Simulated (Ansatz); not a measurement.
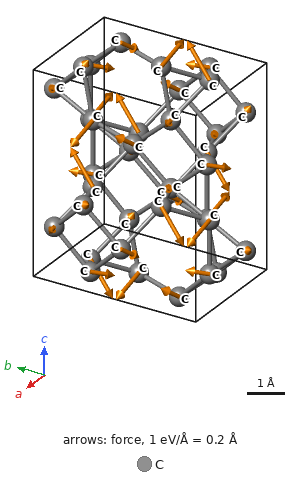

Starting geometry of crystalline C (a generated structure, set up in Immm) (coarse preliminary run) with the computed forces as orange arrows. The picture is a ball-and-stick view of the conventional cell (2 times the calculation's cell), seen from a free direction. Lengths and directions refer to the drawn axes.

Computed with DFT PBE, scalar-relativistic, plane waves, PAW (Ansatz 0.2.0). (plane-wave cutoff 420 eV; k-point mesh 6 × 6 × 6; occupations gaussian; smearing width 0.1 eV; no spin polarisation; cell and atoms relaxed; force threshold 0.04 eV/Å; at most 70 steps)

Q: Is this structure relaxed? If not, where do the atoms go?

A: It isn't relaxed: the largest force vector, on C atoms, is 6.25 eV/Å. The final displacements follow the starting forces only in part (cosine between the two patterns 0.82). The energy falls by 1593 meV per atom in 50 accepted moves (61 points after the start). The largest force component goes from 5.1 to 0.024 eV/Å. The pressure goes from 117.93 to 0.04 GPa. The line search rejected the trial steps at points 12, 15, 22, 37, 39, 54 of the run. At 5 points the geometry stayed and the basis and grid were re-selected for the new cell (energy shift of 136 meV per atom at most each time). The largest moves relative to the cell, 1.51 Å, are those of C atoms. Cell: a 3.675 → 3.339 Å (−9.1 %), b 5.191 → 10.355 Å (+99.5 %), c 6.322 → 10.374 Å (+64.1 %). Volume +197.4 %. Among the contacts that change: C–C 1.574 → 3.935 Å, C–C 2.121 → 4.445 Å, C–C 1.541 → 3.784 Å, C–C 2.087 → 1.446 Å. New bonds form: C–C (2.09 → 1.45 Å), C–C (2.16 → 1.67 Å). Bonds break: C–C (1.54 → 3.78 Å), C–C (1.57 → 3.94 Å). Among the angles between lasting bonds that change: C–C–C 82.0° → 91.7°, C–C–C 79.2° → 74.1°, C–C–C 131.0° → 135.9°. The space group stays Immm (No. 71). The run took 11 min on 1 thread of Arm Neoverse V1 (shared host), peak memory 0.54 GiB.
